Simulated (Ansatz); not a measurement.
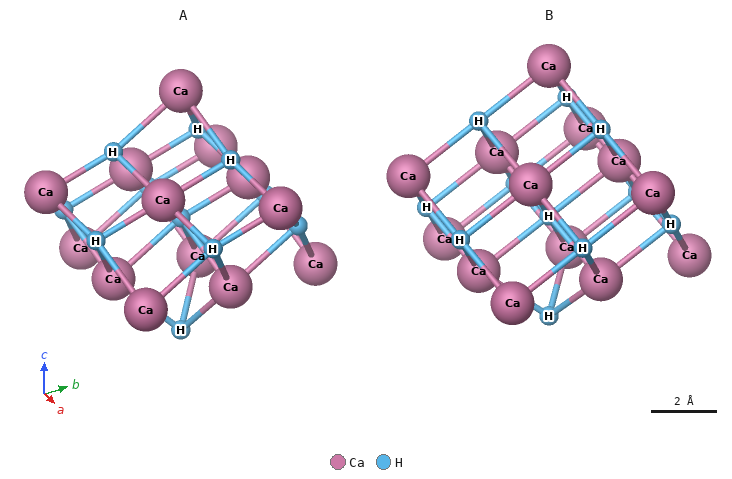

Two geometries of a crystal of CaH (set up in P6_3/mmc) (coarse preliminary run), drawn at one scale. One is the start of a relaxation, the other its converged end. The picture is a ball-and-stick view of the atoms within 5.0 Å of the atom that moves most (axes of the cell of the calculation), seen slightly off an axis.

Computed with DFT PBE, scalar-relativistic, plane waves, PAW (Ansatz 0.2.0). Settings: plane-wave cutoff 420 eV; k-point mesh 6 × 6 × 2; occupations gaussian; smearing width 0.1 eV; no spin polarisation; cell and atoms relaxed; force threshold 0.0325 eV/Å; at most 70 steps.

Which one is relaxed?

Structure A is the relaxed one. Case: 4 H put on empty site 1 of 1 host cells, relaxed. The largest moves relative to the cell, 0.33 Å, are those of H atoms. Ca stays in place. The drawn cell changes as follows: a = b 3.902 → 3.739 Å (−4.2 %), c 12.809 → 11.716 Å (−8.5 %); the volume changes by −16.0 %. Among the contacts that change: Ca–H 2.764 → 2.438 Å, Ca–H 2.764 → 2.808 Å. The space group stays P6_3/mmc (No. 194). Over 4 accepted moves (5 points after the start) the energy falls by 99.6 meV per atom. The largest force component goes from 0.26 to 0.0019 eV/Å. The pressure goes from −4.91 to 0.01 GPa. The SCF was repeated once at an unchanged geometry on a basis and grid sized afresh for the cell, which shifted the energy by 0.7 meV per atom at most. Cost: 8.9 s on 2 threads of AMD EPYC 7B13 (Zen 3) (shared host), peak memory 0.49 GiB.
